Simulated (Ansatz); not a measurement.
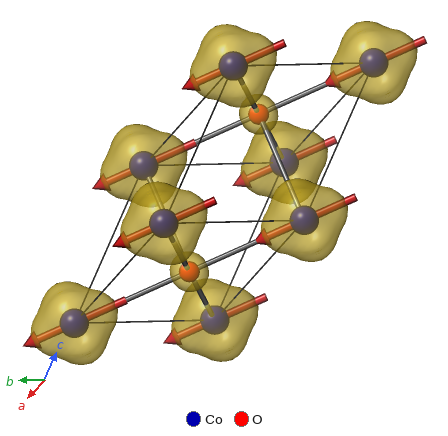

CoO. Isosurface of the size of the magnetisation density at 0.4 e/Å³ (yellow), with the spin moments of the magnetic sites as arrows; seen at an oblique angle.

Space group I4/mmm; computed pressure about −9 GPa in this cell.

Level of theory: DFT PBEsol, spin-orbit coupling, plane waves, PAW (Ansatz).

In a PAW calculation such maps are meaningful between the atoms, not at the nuclei.

```cif
data_structure
_symmetry_space_group_name_H-M 'P 1'
_symmetry_Int_Tables_number 1
_cell_length_a 2.9981
_cell_length_b 2.9981
_cell_length_c 2.9981
_cell_angle_alpha 119.605
_cell_angle_beta 119.605
_cell_angle_gamma 90.686
_cell_volume 19.17
loop_
_atom_site_label
_atom_site_type_symbol
_atom_site_fract_x
_atom_site_fract_y
_atom_site_fract_z
_atom_site_occupancy
Co1 Co 0.00000 0.00000 0.00000 1
O1 O 0.50000 0.50000 0.00000 1
```

Describe the magnetic structure.

Spin moments: Co 2.5 μB. There is one magnetic site in the cell, along [1 1 0] of the cell.
